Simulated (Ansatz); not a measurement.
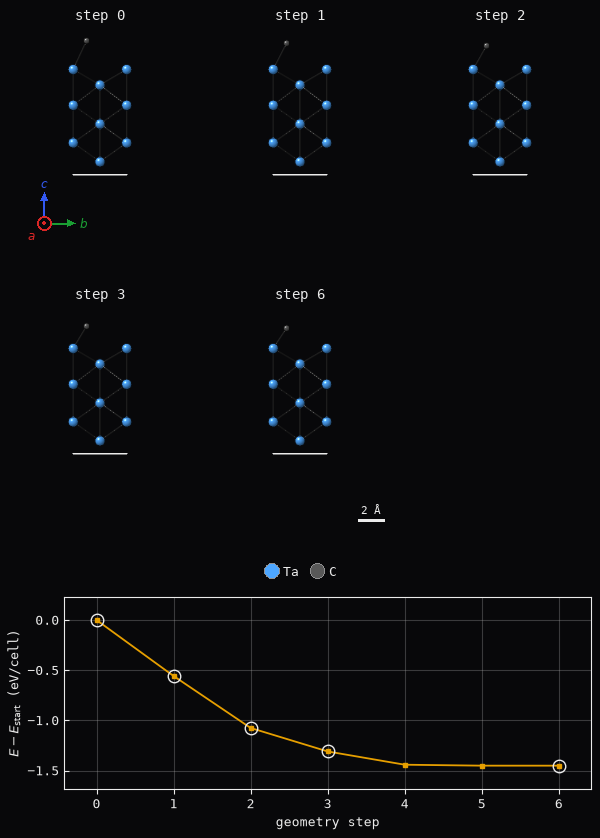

Frames of a constrained relaxation of a slab of composition Ta₆C (cut from the Fm-3m phase), marked on the history of the run. A ball-and-stick model of the 2 × 1 repeat of the cell, outlined in the plane, without the vacuum, seen along the a axis.

Case: C over the place (0/4, 1/4) of the surface cell, its height relaxed. The slab is the (1 1 0) face of Ta with C on it. 6 atoms are held fixed.

Computed with DFT PBEsol, scalar-relativistic, plane waves, PAW in Ansatz 0.2.0. Set-up: plane-wave cutoff 420 eV; k-point mesh 10 × 7 × 1; occupations gaussian; smearing width 0.1 eV; no spin polarisation; dipole correction; atoms relaxed in a fixed cell; force threshold 0.02 eV/Å; at most 25 steps.

Q: What happens along the run?

A: The energy falls by 1.451 eV per cell of the calculation in 6 geometry steps. The largest force component goes from 2.8 to 0.0023 eV/Å. The C atom moves most: 0.66 Å along the normal (−c). Ta stays in place. The lattice vectors keep their values. Among the contacts that change: C–Ta 2.471 → 1.891 Å. Cost: 2.4 min on 2 threads of Arm Neoverse V2, with other jobs on the host, peak memory 0.68 GiB. From step 0 to 1: the C atom moves most (0.20 Å), energy −0.558 eV per cell of the calculation. From step 1 to 2: the C atom moves most (0.19 Å), energy −0.518 eV per cell of the calculation. From step 2 to 3: the C atom moves most (0.12 Å), energy −0.234 eV per cell of the calculation. From step 3 to 6: the C atom moves most (0.16 Å), energy −0.142 eV per cell of the calculation.

Limits of the set-up: the periodic images lie only 3.0 Å apart, so the values are limited by the cell's size.
